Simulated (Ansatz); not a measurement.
Consider HfO$_{2}$ (slab).

```
CELL_PARAMETERS angstrom
3.57677 0.00000 0.00000
0.00000 3.57677 0.00000
0.00000 0.00000 26.38122
ATOMIC_POSITIONS crystal
O 0.50000 0.00000 0.28401
O 0.00000 0.50000 0.28401
Hf 0.50000 0.50000 0.32134
O 0.00000 0.50000 0.38178
O 0.50000 0.00000 0.38178
Hf 0.00000 0.00000 0.42009
O 0.50000 0.00000 0.47952
O 0.00000 0.50000 0.47952
Hf 0.50000 0.50000 0.51783
O 0.00000 0.50000 0.57727
O 0.50000 0.00000 0.57727
Hf 0.00000 0.00000 0.61560
O 0.50000 0.00000 0.67484
O 0.00000 0.50000 0.67484
Hf 0.50000 0.50000 0.71044
```

The calculation used DFT r2SCAN, scalar-relativistic, plane waves, PAW (Ansatz 0.2.0).

Q: Predict the valence pseudo-density and electron localisation function between the atoms.

A: Hf–O (2.02 Å): ρ is about 0.92 e/Å³ halfway; the ELF peaks at about 0.80 in the valence shell of O, 0.6 Å from its nucleus, and drops to about 0.20 between the two atoms: no localised pair shows between them.

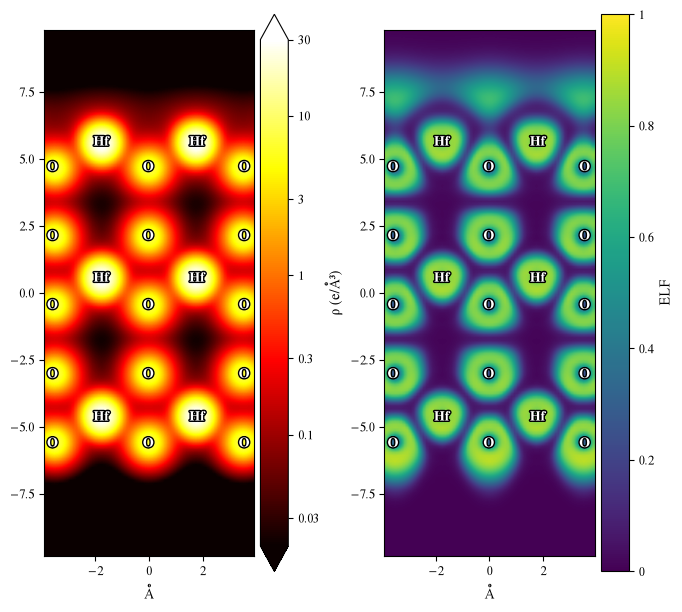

Computed valence pseudo-density and electron localisation function on the (100) plane of the calculation cell, a cut from vacuum to vacuum, in this order. 

In a PAW calculation such maps are meaningful between the atoms, not at the nuclei.
